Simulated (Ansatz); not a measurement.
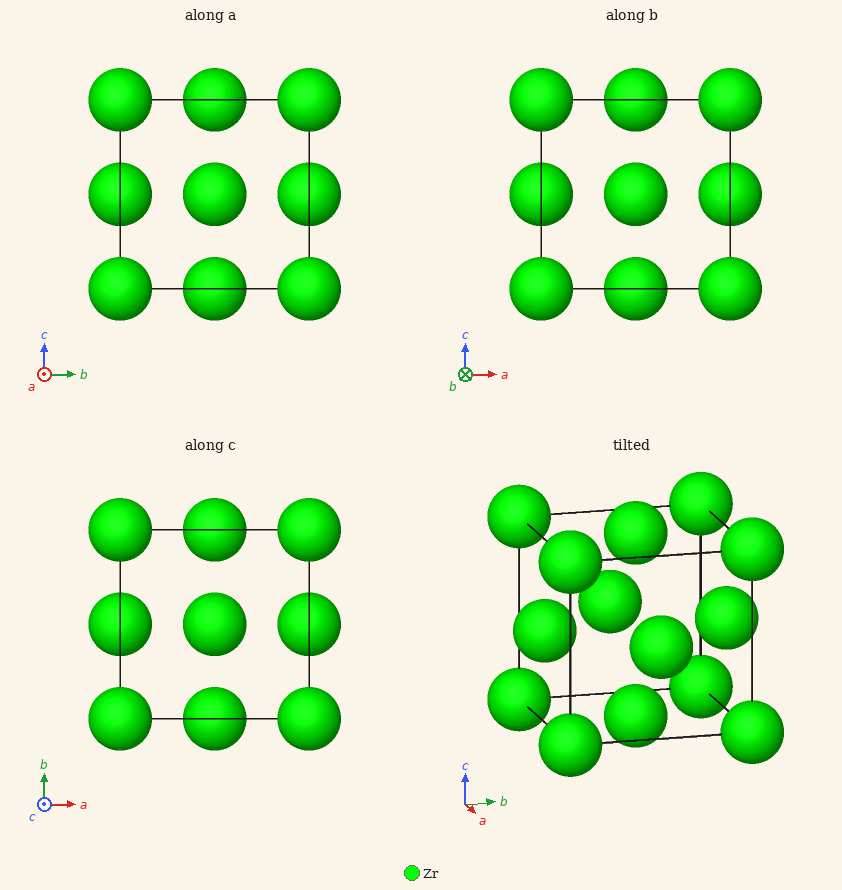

The crystal in a spheres-only representation, seen along the a axis, along the b axis, along the c axis and slightly off an axis. One conventional unit cell is framed, with atoms on its boundary repeated.

Lattice parameters: a = 4.4182 Å, b = 4.4182 Å, c = 4.4182 Å, α = 90.000°, β = 90.000°, γ = 90.000°.

Question: Set out the cell and atoms as a CIF with its space group and independent sites.

Answer:
```cif
data_structure
_symmetry_space_group_name_H-M 'F m -3 m'
_symmetry_Int_Tables_number 225
_cell_length_a 4.4182
_cell_length_b 4.4182
_cell_length_c 4.4182
_cell_angle_alpha 90.000
_cell_angle_beta 90.000
_cell_angle_gamma 90.000
_cell_volume 86.24
loop_
_atom_site_label
_atom_site_type_symbol
_atom_site_symmetry_multiplicity
_atom_site_Wyckoff_symbol
_atom_site_fract_x
_atom_site_fract_y
_atom_site_fract_z
_atom_site_occupancy
Zr1 Zr 4 a 0.0000 0.0000 0.0000 1
```

Its origin is a structure type filled with this element by a generator (whether the element takes this form wasn't checked). The geometry was optimised with DFT, LDA (PW92), plane waves (420 eV) with PAW, scalar-relativistic in Ansatz 0.2.0.
